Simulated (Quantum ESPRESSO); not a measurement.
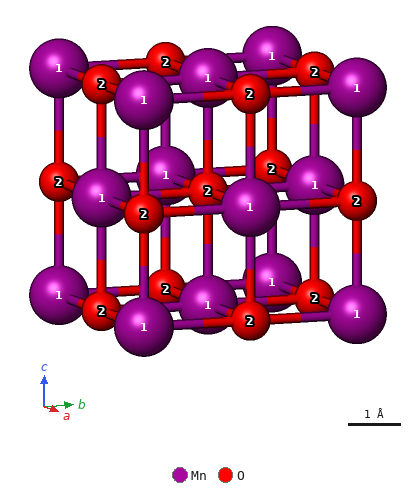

Fig. 1: The structure (ball-and-stick view of the cell 4 times as large as that of the calculation, set on its symmetry axes, seen slightly off an axis; atoms are numbered from 1 in the order of the input). An atom can appear more than once, as a periodic image.

## Run report: MnO, band-structure run

- system: MnO (Fm-3m, 2 atoms in the cell)
- method: Kohn-Sham DFT of a periodic cell, r2SCAN, SG15 PBE 1.2, spin-polarised (Quantum ESPRESSO 7.5)

The structure derives from a Materials Project entry.

Input:
```
&CONTROL
  calculation = 'scf'
  prefix = 'pwscf'
  outdir = './tmp'
  pseudo_dir = './pseudo'
  tprnfor = .true.
  disk_io = 'low'
/
&SYSTEM
  ibrav = 0
  nat = 2
  ntyp = 2
  ecutwfc = 88
  nbnd = 20
  input_dft = 'r2scan'
  occupations = 'smearing'
  smearing = 'fd'
  degauss = 0.00367493
  nspin = 2
  starting_magnetization(1) = 0.2667
  starting_magnetization(2) = 0
  nosym = .true.
/
&ELECTRONS
  conv_thr = 1d-08
  electron_maxstep = 120
  mixing_beta = 0.3
/
ATOMIC_SPECIES
Mn    54.9380 Mn_ONCV_PBE-1.2.upf
O     15.9990 O_ONCV_PBE-1.2.upf
CELL_PARAMETERS angstrom
   0.0000000000    2.2239077028    2.2239077028
   2.2239077028    0.0000000000    2.2239077028
   2.2239077028    2.2239077028    0.0000000000
ATOMIC_POSITIONS crystal
Mn     0.0000000000    0.0000000000    0.0000000000
O      0.5000000000    0.5000000000    0.5000000000
K_POINTS automatic
8 8 8 0 0 0
```

File bands.in:
```
&CONTROL
  calculation = 'bands'
  prefix = 'pwscf'
  outdir = './tmp'
  pseudo_dir = './pseudo'
  disk_io = 'low'
  verbosity = 'high'
/
&SYSTEM
  ibrav = 0
  nat = 2
  ntyp = 2
  ecutwfc = 88
  nbnd = 20
  input_dft = 'r2scan'
  occupations = 'smearing'
  smearing = 'fd'
  degauss = 0.00367493
  nspin = 2
  starting_magnetization(1) = 0.2667
  starting_magnetization(2) = 0
  nosym = .true.
/
&ELECTRONS
  conv_thr = 1d-08
  electron_maxstep = 120
  mixing_beta = 0.3
  diago_full_acc = .true.
  startingwfc = 'random'
/
ATOMIC_SPECIES
Mn    54.9380 Mn_ONCV_PBE-1.2.upf
O     15.9990 O_ONCV_PBE-1.2.upf
CELL_PARAMETERS angstrom
   0.0000000000    2.2239077028    2.2239077028
   2.2239077028    0.0000000000    2.2239077028
   2.2239077028    2.2239077028    0.0000000000
ATOMIC_POSITIONS crystal
Mn     0.0000000000    0.0000000000    0.0000000000
O      0.5000000000    0.5000000000    0.5000000000
K_POINTS crystal
60
 0.0000000000  0.0000000000  0.0000000000 1
 0.0625000000  0.0000000000  0.0625000000 1
 0.1250000000  0.0000000000  0.1250000000 1
 0.1875000000  0.0000000000  0.1875000000 1
 0.2500000000  0.0000000000  0.2500000000 1
 0.3125000000  0.0000000000  0.3125000000 1
 0.3750000000  0.0000000000  0.3750000000 1
 0.4375000000  0.0000000000  0.4375000000 1
 0.5000000000  0.0000000000  0.5000000000 1
 0.5000000000  0.0625000000  0.5625000000 1
 0.5000000000  0.1250000000  0.6250000000 1
 0.5000000000  0.1875000000  0.6875000000 1
 0.5000000000  0.2500000000  0.7500000000 1
 0.4375000000  0.3125000000  0.7500000000 1
 0.3750000000  0.3750000000  0.7500000000 1
 0.3375000000  0.3375000000  0.6750000000 1
 0.3000000000  0.3000000000  0.6000000000 1
 0.2625000000  0.2625000000  0.5250000000 1
 0.2250000000  0.2250000000  0.4500000000 1
 0.1875000000  0.1875000000  0.3750000000 1
 0.1500000000  0.1500000000  0.3000000000 1
 0.1125000000  0.1125000000  0.2250000000 1
 0.0750000000  0.0750000000  0.1500000000 1
 0.0375000000  0.0375000000  0.0750000000 1
 0.0000000000  0.0000000000  0.0000000000 1
 0.0625000000  0.0625000000  0.0625000000 1
 0.1250000000  0.1250000000  0.1250000000 1
 0.1875000000  0.1875000000  0.1875000000 1
 0.2500000000  0.2500000000  0.2500000000 1
 0.3125000000  0.3125000000  0.3125000000 1
 0.3750000000  0.3750000000  0.3750000000 1
 0.4375000000  0.4375000000  0.4375000000 1
 0.5000000000  0.5000000000  0.5000000000 1
 0.5250000000  0.4500000000  0.5250000000 1
 0.5500000000  0.4000000000  0.5500000000 1
 0.5750000000  0.3500000000  0.5750000000 1
 0.6000000000  0.3000000000  0.6000000000 1
 0.6250000000  0.2500000000  0.6250000000 1
 0.5833333333  0.2500000000  0.6666666667 1
 0.5416666667  0.2500000000  0.7083333333 1
 0.5000000000  0.2500000000  0.7500000000 1
 0.5000000000  0.2857142857  0.7142857143 1
 0.5000000000  0.3214285714  0.6785714286 1
 0.5000000000  0.3571428571  0.6428571429 1
 0.5000000000  0.3928571429  0.6071428571 1
 0.5000000000  0.4285714286  0.5714285714 1
 0.5000000000  0.4642857143  0.5357142857 1
 0.5000000000  0.5000000000  0.5000000000 1
 0.4821428571  0.4821428571  0.5357142857 1
 0.4642857143  0.4642857143  0.5714285714 1
 0.4464285714  0.4464285714  0.6071428571 1
 0.4285714286  0.4285714286  0.6428571429 1
 0.4107142857  0.4107142857  0.6785714286 1
 0.3928571429  0.3928571429  0.7142857143 1
 0.3750000000  0.3750000000  0.7500000000 1
 0.6250000000  0.2500000000  0.6250000000 1
 0.5937500000  0.1875000000  0.5937500000 1
 0.5625000000  0.1250000000  0.5625000000 1
 0.5312500000  0.0625000000  0.5312500000 1
 0.5000000000  0.0000000000  0.5000000000 1
```

Hardware: 2 threads of Arm Neoverse V2, 24 GiB of memory available, shared host.

Launched with:
```bash
OMP_NUM_THREADS=1 mpirun -n 2 pw.x -nk 2 -in pw.in > pw.out
OMP_NUM_THREADS=1 mpirun -n 2 pw.x -nk 2 -in bands.in > bands.out
```

The program's output:
```
This program is part of the open-source Quantum ESPRESSO suite
     for quantum simulation of materials; please cite
         "P. Giannozzi et al., J. Phys.:Condens. Matter 21 395502 (2009);
         "P. Giannozzi et al., J. Phys.:Condens. Matter 29 465901 (2017);
         "P. Giannozzi et al., J. Chem. Phys. 152 154105 (2020);
          URL
     in publications or presentations arising from this work. More details at

     IMPORTANT: XC functional enforced from input :
     Exchange-correlation= R2SCAN
                           (   0   0   0   0   0 497 498)
     Any further DFT definition will be discarded
     Please, verify this is what you really want

     K-points division:     npool     =       2
     Subspace diagonalization in iterative solution of the eigenvalue problem:
     a serial algorithm will be used

     G-vector sticks info
     --------------------
     sticks:   dense  smooth     PW     G-vecs:    dense   smooth      PW
     Sum         847     847    265                16529    16529    2891

     Using Slab Decomposition

     bravais-lattice index     =            0
     lattice parameter (alat)  =       5.9433  a.u.
     unit-cell volume          =     148.4489 (a.u.)^3
     number of atoms/cell      =            2
     number of atomic types    =            2
     number of electrons       =        21.00
     number of Kohn-Sham states=           20
     kinetic-energy cutoff     =      88.0000  Ry
     charge density cutoff     =     352.0000  Ry
     scf convergence threshold =      1.0E-08
     mixing beta               =       0.3000
     number of iterations used =            8  plain     mixing
     Exchange-correlation= R2SCAN
                           (   0   0   0   0   0 497 498)

     celldm(1)=   5.943341  celldm(2)=   0.000000  celldm(3)=   0.000000
     celldm(4)=   0.000000  celldm(5)=   0.000000  celldm(6)=   0.000000

     crystal axes: (cart. coord. in units of alat)
               a(1) = (   0.000000   0.707107   0.707107 )
               a(2) = (   0.707107   0.000000   0.707107 )
               a(3) = (   0.707107   0.707107   0.000000 )

     reciprocal axes: (cart. coord. in units 2 pi/alat)
               b(1) = ( -0.707107  0.707107  0.707107 )
               b(2) = (  0.707107 -0.707107  0.707107 )
               b(3) = (  0.707107  0.707107 -0.707107 )

     PseudoPot. # 1 for Mn read from file:
     Mn_ONCV_PBE-1.2.upf
     Pseudo is Norm-conserving, Zval = 15.0
     Generated using ONCVPSP code by D. R. Hamann
     Using radial grid of  602 points,  6 beta functions with:
                l(1) =   0
                l(2) =   0
                l(3) =   1
                l(4) =   1
                l(5) =   2
                l(6) =   2

     PseudoPot. # 2 for O  read from file:
     O_ONCV_PBE-1.2.upf
     Pseudo is Norm-conserving, Zval =  6.0
     Generated using ONCVPSP code by D. R. Hamann
     Using radial grid of  602 points,  4 beta functions with:
                l(1) =   0
                l(2) =   0
                l(3) =   1
                l(4) =   1

     atomic species   valence    mass     pseudopotential
     Mn               15.00    54.93800     Mn( 1.00)
     O                 6.00    15.99900     O ( 1.00)

     Starting magnetic structure
     atomic species   magnetization
     Mn              0.267
     O               0.000

     No symmetry found

   Cartesian axes

     site n.     atom                  positions (alat units)
         1        Mn     tau(   1) = (   0.0000000   0.0000000   0.0000000  )
         2        O      tau(   2) = (   0.7071068   0.7071068   0.7071068  )

     number of k points=   260  Fermi-Dirac smearing, width (Ry)=  0.0037

     Number of k-points >= 100: set verbosity='high' to print them.

     Dense  grid:    16529 G-vectors     FFT dimensions: (  36,  36,  36)

     WARNING: libxc functional with ID  497 depends
      on external parameters: check the user_guide of
      QE if you need to modify them or to check their
      default values.

     WARNING: libxc functional with ID  498 depends
      on external parameters: check the user_guide of
      QE if you need to modify them or to check their
      default values.
     Generating pointlists ...
     new r_m :   0.2917 (alat units)  1.7336 (a.u.) for type    1
     new r_m :   0.2917 (alat units)  1.7336 (a.u.) for type    2

     Initial potential from superposition of free atoms

     starting charge      20.9443, renormalised to      21.0000
     Starting wfcs are random

     Self-consistent Calculation

     iteration #  1     ecut=    88.00 Ry     beta= 0.30
     Davidson diagonalization with overlap
     ethr =  1.00E-02,  avg # of iterations =  9.6

     total energy              =    -231.03559977 Ry
     estimated scf accuracy    <      12.11374499 Ry

     total magnetization       =     4.95 Bohr mag/cell
     absolute magnetization    =     4.95 Bohr mag/cell

     iteration #  2     ecut=    88.00 Ry     beta= 0.30
     Davidson diagonalization with overlap
     ethr =  1.00E-02,  avg # of iterations =  1.0

     total energy              =    -231.17387310 Ry
     estimated scf accuracy    <       5.23017340 Ry

     total magnetization       =     4.92 Bohr mag/cell
     absolute magnetization    =     4.92 Bohr mag/cell

     iteration #  3     ecut=    88.00 Ry     beta= 0.30
     Davidson diagonalization with overlap
     ethr =  1.00E-02,  avg # of iterations =  1.0

     total energy              =    -231.19896698 Ry
     estimated scf accuracy    <       0.31579799 Ry

     total magnetization       =     5.00 Bohr mag/cell
     absolute magnetization    =     5.00 Bohr mag/cell

     iteration #  4     ecut=    88.00 Ry     beta= 0.30
     Davidson diagonalization with overlap
     ethr =  1.50E-03,  avg # of iterations =  1.0

     total energy              =    -231.20024198 Ry
     estimated scf accuracy    <       0.00592503 Ry

     total magnetization       =     5.00 Bohr mag/cell
     absolute magnetization    =     5.00 Bohr mag/cell

     iteration #  5     ecut=    88.00 Ry     beta= 0.30
     Davidson diagonalization with overlap
     ethr =  2.82E-05,  avg # of iterations =  3.2

     total energy              =    -231.20067835 Ry
     estimated scf accuracy    <       0.00155904 Ry

     total magnetization       =     5.00 Bohr mag/cell
     absolute magnetization    =     5.00 Bohr mag/cell

     iteration #  6     ecut=    88.00 Ry     beta= 0.30
     Davidson diagonalization with overlap
     ethr =  7.42E-06,  avg # of iterations =  1.9

     total energy              =    -231.20080994 Ry
     estimated scf accuracy    <       0.00060677 Ry

     total magnetization       =     5.00 Bohr mag/cell
     absolute magnetization    =     5.00 Bohr mag/cell

     iteration #  7     ecut=    88.00 Ry     beta= 0.30
     Davidson diagonalization with overlap
     ethr =  2.89E-06,  avg # of iterations =  2.1

     total energy              =    -231.20084983 Ry
     estimated scf accuracy    <       0.00009491 Ry

     total magnetization       =     5.00 Bohr mag/cell
     absolute magnetization    =     5.00 Bohr mag/cell

     iteration #  8     ecut=    88.00 Ry     beta= 0.30
     Davidson diagonalization with overlap
     ethr =  4.52E-07,  avg # of iterations =  1.2

     total energy              =    -231.20085563 Ry
     estimated scf accuracy    <       0.00003664 Ry

     total magnetization       =     5.00 Bohr mag/cell
     absolute magnetization    =     5.00 Bohr mag/cell

     iteration #  9     ecut=    88.00 Ry     beta= 0.30
     Davidson diagonalization with overlap
     ethr =  1.74E-07,  avg # of iterations =  1.1

     total energy              =    -231.20085783 Ry
     estimated scf accuracy    <       0.00000362 Ry

     total magnetization       =     5.00 Bohr mag/cell
     absolute magnetization    =     5.00 Bohr mag/cell

     iteration # 10     ecut=    88.00 Ry     beta= 0.30
     Davidson diagonalization with overlap
     ethr =  1.73E-08,  avg # of iterations =  1.0

     total energy              =    -231.20085803 Ry
     estimated scf accuracy    <       0.00000060 Ry

     total magnetization       =     5.00 Bohr mag/cell
     absolute magnetization    =     5.00 Bohr mag/cell

     iteration # 11     ecut=    88.00 Ry     beta= 0.30
     Davidson diagonalization with overlap
     ethr =  2.86E-09,  avg # of iterations =  1.0

     total energy              =    -231.20085801 Ry
     estimated scf accuracy    <       0.00000046 Ry

     total magnetization       =     5.00 Bohr mag/cell
     absolute magnetization    =     5.00 Bohr mag/cell

     iteration # 12     ecut=    88.00 Ry     beta= 0.30
     Davidson diagonalization with overlap
     ethr =  2.18E-09,  avg # of iterations =  1.0

     total energy              =    -231.20085803 Ry
     estimated scf accuracy    <       0.00000002 Ry

     total magnetization       =     5.00 Bohr mag/cell
     absolute magnetization    =     5.00 Bohr mag/cell

     iteration # 13     ecut=    88.00 Ry     beta= 0.30
     Davidson diagonalization with overlap
     ethr =  9.47E-11,  avg # of iterations =  1.3

     Magnetic moment per site  (integrated on atomic sphere of radius R)
     atom   1 (R=0.292)  charge= 12.6159  magn=  4.2926
     atom   2 (R=0.292)  charge=  6.0139  magn=  0.2537

     End of self-consistent calculation

     Number of k-points >= 100: set verbosity='high' to print the bands.

     the Fermi energy is    13.5180 ev

!    total energy              =    -231.20085804 Ry
     estimated scf accuracy    <          5.7E-10 Ry
     smearing contrib. (-TS)   =      -0.00002834 Ry
     internal energy E=F+TS    =    -231.20082969 Ry

     The total energy is F=E-TS. E is the sum of the following terms:
     one-electron contribution =     -92.91313268 Ry
     hartree contribution      =      56.87909642 Ry
     xc contribution           =     -29.45881339 Ry
     ewald contribution        =    -165.70798005 Ry

     total magnetization       =     5.00 Bohr mag/cell
     absolute magnetization    =     5.00 Bohr mag/cell

     convergence has been achieved in  13 iterations

     Forces acting on atoms (cartesian axes, Ry/au):

     atom    1 type  1   force =    -0.00000007    0.00000015    0.00000007
     atom    2 type  2   force =     0.00000007   -0.00000015   -0.00000007

     Total force =     0.000000     Total SCF correction =     0.000002
     SCF correction compared to forces is large: reduce conv_thr to get better values

=------------------------------------------------------------------------------=
   JOB DONE.
=------------------------------------------------------------------------------=
```

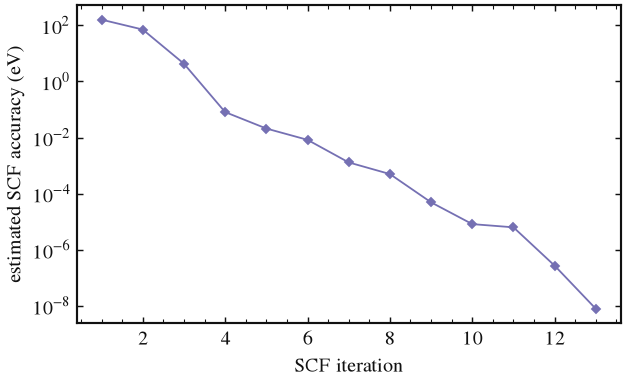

Fig. 2: Convergence of the self-consistent field: estimated SCF accuracy against the iteration. The field takes 13 iterations in all.

Key numbers:

| quantity | value |
| --- | --- |
| outcome | converged |
| space group (tolerance 0.01 Å) | Fm-3m (225) |
| electrons treated | 21 |
| free energy | −3145.6479 eV |
| Fermi energy | 13.518 eV |
| gap on the k-point mesh | none (metallic) |
| net moment of the cell | 5.00 μB |
| integrated absolute moment | 5.00 μB |
| largest force (length of the vector) | under 0.001 eV/Å |
| wall time | 11 min (CPU time 21 min) |
| peak memory | 0.5 GiB |

Notes:

Further notes kept with the run: potentials made for another functional. Notes on the run: SCF correction compared to forces is large. Points of doubt noted for this run: potentials made for another functional.
